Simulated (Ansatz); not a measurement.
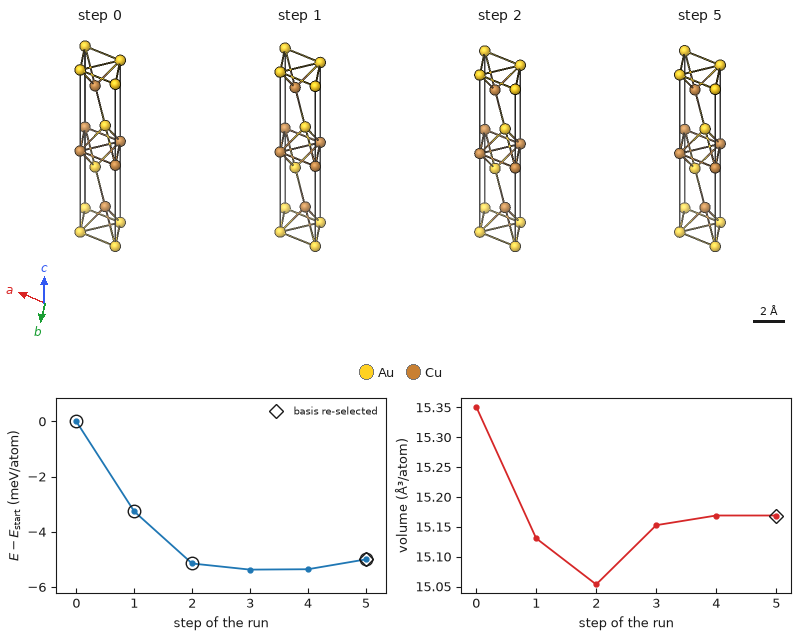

Frames of a relaxation of crystalline CuAu (set up in R-3m), marked on the history of the run. A ball-and-stick model of the conventional cell (3 times the calculation's cell), seen from a free direction. Lengths and directions refer to the drawn axes.

The run lets cell and atoms move.

The calculation used Kohn-Sham DFT of a periodic cell, HSE06, Ansatz PAW in Ansatz 0.2.0.

The input:
```yaml
crystal:
  lattice:
    - [1.4430568479, 0.8331492596, 4.2561707609]
    - [-1.4430568479, 0.8331492596, 4.2561707609]
    - [0.0, -1.6662985192, 4.2561707609]
  atoms:
    - { symbol: Au, position: [0.0, 0.0, 0.0] }
    - { symbol: Cu, position: [0.5, 0.5, 0.5] }
hamiltonian:
  xc: hse06
  pseudopotentials: { kind: paw }
kpoints:
  mp_grid: { grid: [6, 6, 6] }
scf:
  occupations: { method: fermi_dirac, width: 0.05 }
output:
  forces: true
  stress: true
  eigenvalues: true
  write_density: true
  write_potential: true
  elf: true
  volumetric_format: npy
relax:
  f_tol: 0.01
  max_steps: 40
  cell: { stress_tol: 0.05 }
```

Run as
```bash
ansatz run input.yaml --threads 2 --pin off --max-ram 5632MiB --backend cpu --events-out ev --progress --plain --runs-dir out
```

Q: What happens along the run?

A: No atom moves by more than 0.005 Å relative to the cell. The volume changes by −1.2 %, with a = b 2.886 → 2.913 Å (+0.9 %), c 12.769 → 12.389 Å (−3.0 %). Some distances before and after: Au–Cu 2.703 → 2.663 Å, Cu–Cu 2.886 → 2.913 Å, Au–Au 2.886 → 2.913 Å. The space group stays R-3m (No. 166). Over 4 accepted moves (5 points after the start) the energy falls by 5.0 meV per atom. All forces vanish by symmetry, so only the cell relaxes. Pressure: −1.66 GPa at the start and 0.01 GPa at the end. At 1 point the geometry stayed and the basis and grid were re-selected for the new cell (energy shift of 0.4 meV per atom at most each time). From step 0 to 1: volume −1.4 %, energy −3.3 meV per atom. From step 1 to 2: volume −0.5 %, energy −1.9 meV per atom. From step 2 to 5: volume +0.8 %, energy +0.1 meV per atom.

```
step  E − E(0), meV/atom  pressure, GPa  volume, Å³/atom                      note
   0                0.00          -1.66           15.351                          
   1               -3.26           0.20           15.131                          
   2               -5.15           1.04           15.054                          
   3               -5.37           0.14           15.153                          
   4               -5.35           0.00           15.169                          
   5               -5.00           0.01           15.169  same geometry, new basis
```
